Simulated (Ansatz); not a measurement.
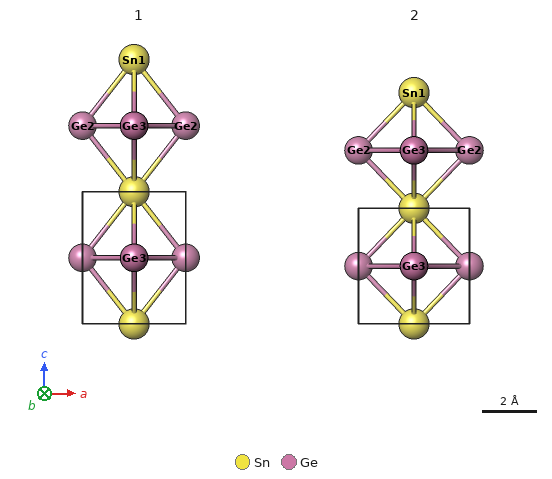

Two geometries of crystalline SnGe₂ (a generated structure, set up in P4/mmm), drawn at one scale. One is the start of a relaxation, the other its converged end. A ball-and-stick model of the cell of the calculation, repeated 1 × 1 × 2 with one cell outlined, seen along the b axis.

The calculation used Ansatz 0.2.0, DFT PBE, scalar-relativistic, plane waves, PAW. Settings: plane-wave cutoff 420 eV; k-point mesh 12 × 12 × 12; occupations gaussian; smearing width 0.1 eV; no spin polarisation; cell and atoms relaxed; force threshold 0.01 eV/Å; at most 80 steps.

Q: Which one is relaxed?

A: Structure 1 is the relaxed one. After 6 accepted moves (9 points after the start) the energy has fallen by 31.3 meV per atom. All forces vanish by symmetry, so only the cell relaxes. Pressure: 0.36 GPa at the start and −0.01 GPa at the end. The line search rejected the trial step at point 4 of the run. The SCF was repeated twice at an unchanged geometry on a basis and grid sized afresh for the cell, which shifted the energy by 1.6 meV per atom at most. The atoms keep their places relative to the cell (all moves are under 0.005 Å). Cell: a = b 4.135 → 3.843 Å (−7.1 %), c 4.311 → 4.926 Å (+14.3 %). Volume −1.3 %. Among the contacts that change: Ge2–Ge3 2.924 → 2.717 Å, Sn1–Ge2 2.987 → 3.124 Å. The space group stays P4/mmm (No. 123).
